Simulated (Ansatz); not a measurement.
**Ta: single-point calculation**

- system: Ta (Fm-3m, 1 atom in the cell)
- method: DFT PBEsol, scalar-relativistic, plane waves, PAW, no spin polarisation (Ansatz 0.2.0)

The structure derives from an entry of the Crystallography Open Database. Figures and captions count atoms from 1; the log counts them from 0 in places.

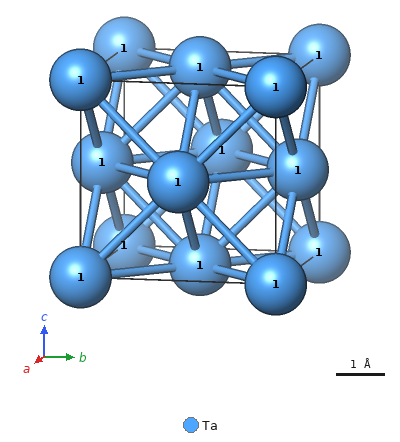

Figure 1. The structure (ball-and-stick view of the cell 4 times as large as that of the calculation, set on its symmetry axes, seen slightly off an axis; atoms are numbered from 1 in the order of the input). An atom can appear more than once, as a periodic image. Near neighbours in the periodic cell (some may lie outside the picture): Ta has 12 Ta at 2.98 Å.

Summary:

- outcome: converged
- space group (tolerance 0.01 Å): Fm-3m (225)
- electrons treated: 13
- free energy: −9806.2286 eV
- Fermi energy: 17.965 eV
- gap on the k-point mesh: none (metallic)
- pressure: −5.95 GPa
- largest force (length of the vector): under 0.001 eV/Å
- hardware: 1 thread of Intel Xeon @ 2.70GHz, 189 GiB of memory available, shared host
- wall time: 5 s
- peak memory: 0.37 GiB

Notes:

Spin–orbit coupling is left out, which matters for Ta. The cell is under a tension of 5.9 GPa at this level, so it is not at its equilibrium volume.

The input:
```yaml
crystal:
  lattice:
    - [0.0, 2.11, 2.11]
    - [2.11, 0.0, 2.11]
    - [2.11, 2.11, 0.0]
  atoms:
    - { symbol: Ta, position: [0.0, 0.0, 0.0] }
basis:
  ecutwfc: 420
kpoints:
  mp_grid: { grid: [22, 22, 22] }
hamiltonian:
  xc: pbesol
scf:
  occupations: { method: gaussian, width: 0.15 }
output:
  forces: true
  stress: true
  eigenvalues: true
  write_density: true
  write_potential: true
  elf: true
  volumetric_format: npy
```

Launch command:
```bash
ansatz run input.yaml --threads 1 --pin off --max-ram 2560MiB --backend cpu --events-out ev --progress --plain --runs-dir out
```

What the program printed:
```
Engine: ansatz 0.2.0, x86_64-unknown-linux-gnu
Pseudopotentials: kind: paw
Pseudopotential: Ta, paw, valence charge 13, recommended cutoff 420 eV (normal), Ta.paw.azcp
Functional definition: PBEsol
  exchange = pbesol_x
  correlation = pbesol_c
Crystal: 1 atoms, lattice volume = 18.788 Å³
Basis set: ecut = 420 eV, 339 PW (Γ), exchange–correlation on 40×40×40 points (8 copies of the dense FFT grid, shifted against one another)
Bands: 11, of which v1, the nominal top of the filled ones, is band 7 counted from 1 (6 counted from 0)
Symmetry: 48 space group operations
Space group: Fm-3m (ITA 225), of the structure as read, at distance tolerance 2.7e-5 Å
k-points: 328 of 10648
Non-local potential: Ta, projectors of the file, l = 0: 3, l = 1: 2, l = 2: 2, l = 3: 1
PAW form: soft (Blöchl's): semilocal exchange-correlation on the pseudo side does not see the compensation charge
PAW frozen core: Ta, regenerated for the run's functional, and the local potential with it (the file was generated under x = pbe(κ = 0.804, μ = 0.2195149727645171), c = pbe(β = 0.06672455060314922))
PAW one-centre angular grid: Ta, 590 points (default); XC on 64 Gauss nodes
Initial density: superposition of atomic densities (neutral atoms: chi_scale 0, normalization atom), corrected by the library's trained network
Initial wavefunctions: pseudopotential atomic-orbital guess
Functional: x = pbesol(κ = 0.804, μ = 0.12345679012345678), c = pbesol(β = 0.046)
SCF iter   1: F=—  HF=-9806.228631 eV  |F-HF|=—  |Δ(HF+E_count)|=         —  Δρ=2.63e-3  dr2=5.04e-4  ethr=1.77e-3  ⟨swp⟩=5.1  Hψ=19967  notcnv=0
preconditioner: auto → none  [metal: Δε(μ)=0.009 eV  Ē_g=7.823 eV  σ=0.150 eV  W_gap=0.03  n_scr=0 (ndim 8)  ℏωp=19.2 eV  f_vac=0.000  D(μ)=1.26/eV (n_scr^D=14)]
SCF iter   2: F=—  HF=-9806.228545 eV  |F-HF|=—  |Δ(HF+E_count)|=   8.63e-5  Δρ=1.35e-3  dr2=9.88e-5  ethr=3.88e-6  ⟨swp⟩=2.2  Hψ=7951  notcnv=0
SCF iter   3: F=—  HF=-9806.228602 eV  |F-HF|=—  |Δ(HF+E_count)|=   5.65e-5  Δρ=1.87e-4  dr2=1.82e-6  ethr=7.60e-7  ⟨swp⟩=1.1  Hψ=3627  notcnv=0
iter 4 did not close the SCF: its close was put off for the readings that it lacked (scf_convergence_deferred on its scf_iter line)
SCF iter   4: F=-9806.228603 eV  HF=-9806.228603 eV  |F-HF|=3.09e-11  |Δ(HF+E_count)|=   1.41e-6  Δρ=4.08e-5  dr2=8.54e-8  ethr=1.40e-8  ⟨swp⟩=2.6  Hψ=5536  notcnv=0
iter 5 did not close the SCF: its close was put off for the readings that it lacked (scf_convergence_deferred on its scf_iter line)
SCF iter   5: F=-9806.228603 eV  HF=-9806.228603 eV  |F-HF|=1.20e-9  |Δ(HF+E_count)|=   5.91e-9  Δρ=5.66e-6  dr2=2.81e-9  ethr=6.57e-10  ⟨swp⟩=2.1  Hψ=5487  notcnv=0
SCF iter   6: F=-9806.228603 eV  HF=-9806.228603 eV  |F-HF|=1.16e-10  |Δ(HF+E_count)|=  8.86e-10  Δρ=1.69e-6  dr2=2.07e-10  ethr=2.16e-11  ⟨swp⟩=5.6  Hψ=16574  notcnv=0
SCF 1 converged in 6 iterations: F = -9806.228603 eV  dr2 = 2.07e-10
  greatest PAW one-centre occupation: 1.000 electrons in one spin orbital (limit 2), on the Ta atom at site 0 (counted from 0), in its partial waves of l = 0
```

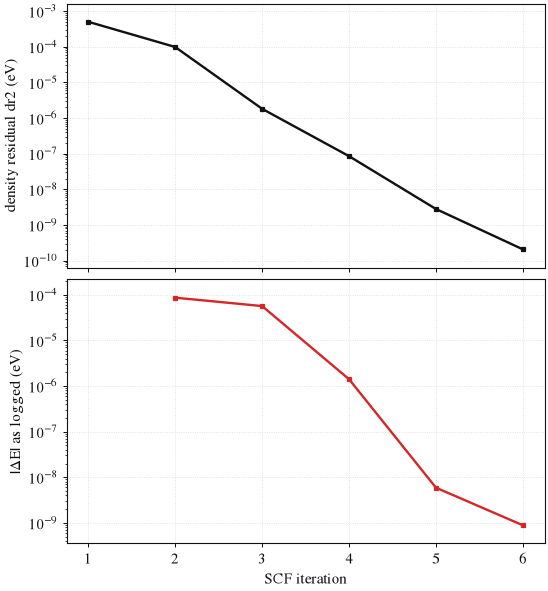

Figure 2. Convergence of the self-consistent field: density residual dr2 and size of the energy change against the SCF iteration. The residual falls at every step.

```
SCF converged after 6 iterations
Free energy (F): -9806.228603 eV
Harris-Foulkes:  -9806.228603 eV  (|F-HF|=1.16e-10)
Internal energy: -9806.214432 eV  (E = F + TS)
E sigma→0 (E₀):  -9806.221518 eV
Entropy (-TS):   -0.014171 eV (-14.171 meV/atom)
Fermi energy:    17.965249 eV
--- Per-component energies (eV) ---
  E_band       = -116.991359
  E_kinetic    = 364.633269
  E_local      = -573.935776  (includes V_loc(G=0)·N_el)
  E_nonlocal   = 16.826525
  E_hartree    = 196.575012
  E_xc         = -216.378558
  E_vxc        = -203.009846  (∫ρ·V_xc dr)
  E_paw        = -8272.176476  (= ΣΔE_a)
  E_vpaw       = -114.655629  (= ΣTr[D̂ρ^β])
  E_aug_tail   = 0.000158  (compensation charges beyond the density's cutoff)
  E_ewald      = -1321.972233
  E_core_change = 0.213646  (= ΣΔE_core)
  E_smearing   = -0.014171  (= −TS)
  E_closure    = 0.000000  (closes the sum)
  Σ components = -9806.228603   (vs F -9806.228603, Δ=0.00e0)
--- Forces (eV/Å), atoms counted from 1 ---
  atom   1  Ta    -0.00000000    -0.00000000     0.00000000
  max |Σ_I F_I| component: 8.22e-32 eV/Å
--- Stress (GPa, compression-positive) ---
       -5.948600       0.000000       0.000000
        0.000000      -5.948600       0.000000
        0.000000      -0.000000      -5.948600
  P = ⅓ Tr σ = -5.9486 GPa (-59.486 kbar)
--- Band table (eV; the first three rows and the last of 328) ---
  k-point 0: bands = ["-49.5775", "-15.5763", "-15.5763", "-15.5763", "9.8442", "18.3995", "18.3995", "18.3995", "21.3874", "21.3874", "30.1458"]
  k-point 1: bands = ["-49.5758", "-15.5984", "-15.5791", "-15.5791", "9.9273", "18.3261", "18.4399", "18.4399", "21.3468", "21.3468", "30.3200"]
  k-point 2: bands = ["-49.5706", "-15.6628", "-15.5873", "-15.5873", "10.1713", "18.1263", "18.5510", "18.5510", "21.2446", "21.2446", "30.8067"]
  k-point 327: bands = ["-49.4597", "-16.2875", "-16.2037", "-15.9595", "15.1500", "16.4491", "17.1916", "20.0019", "24.4476", "27.6868", "27.9402"]
```

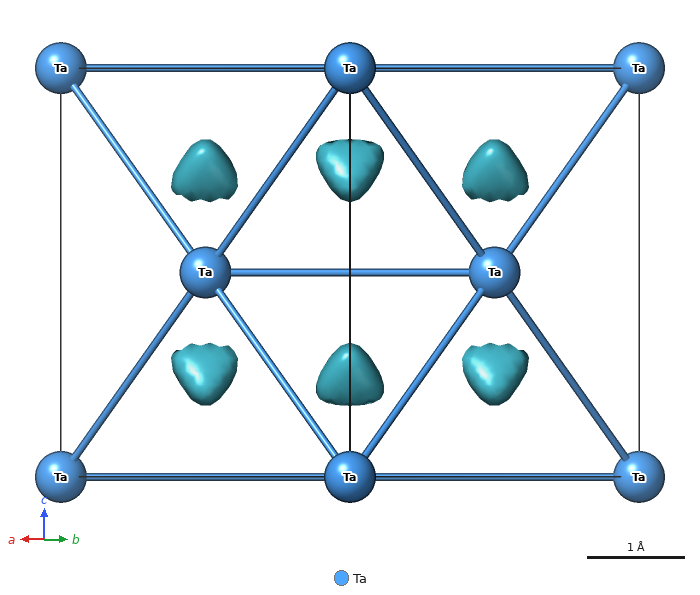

Figure 3. Isosurface of the electron localisation function at 0.6 (cyan), seen along [110]. Only the valence region is drawn (cores and ρ < 0.01 e/Å³ removed). Sticks mark near contacts. The outline is the cell set on symmetry axes. Values along the shortest contacts: Ta–Ta (2.98 Å): the ELF is about 0.30 at the midpoint (no localised pair between them). The fields are those of the smooth PAW valence density.

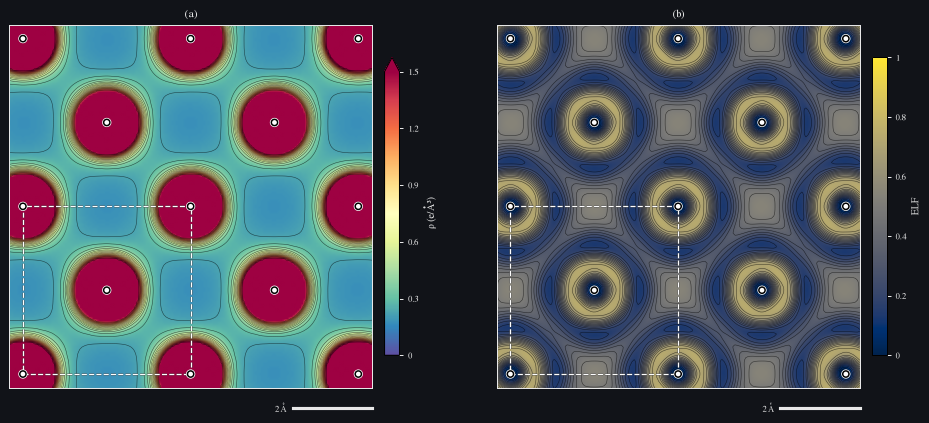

Figure 4. (a) valence electron density; (b) electron localisation function on the (010) plane of the conventional cell. Circles mark the nuclei in the plane (Ta). Atoms in the plane: Ta. Ta–Ta (2.98 Å): the density is about 0.27 e/Å³ at the midpoint; the ELF is about 0.30 at the midpoint (no localised pair between them). Away from the nuclei the density in this plane falls to 0.17 e/Å³ at its lowest. The strong features right at Ta lie inside the PAW spheres (semicore, d or f shells) and say nothing about bonding.
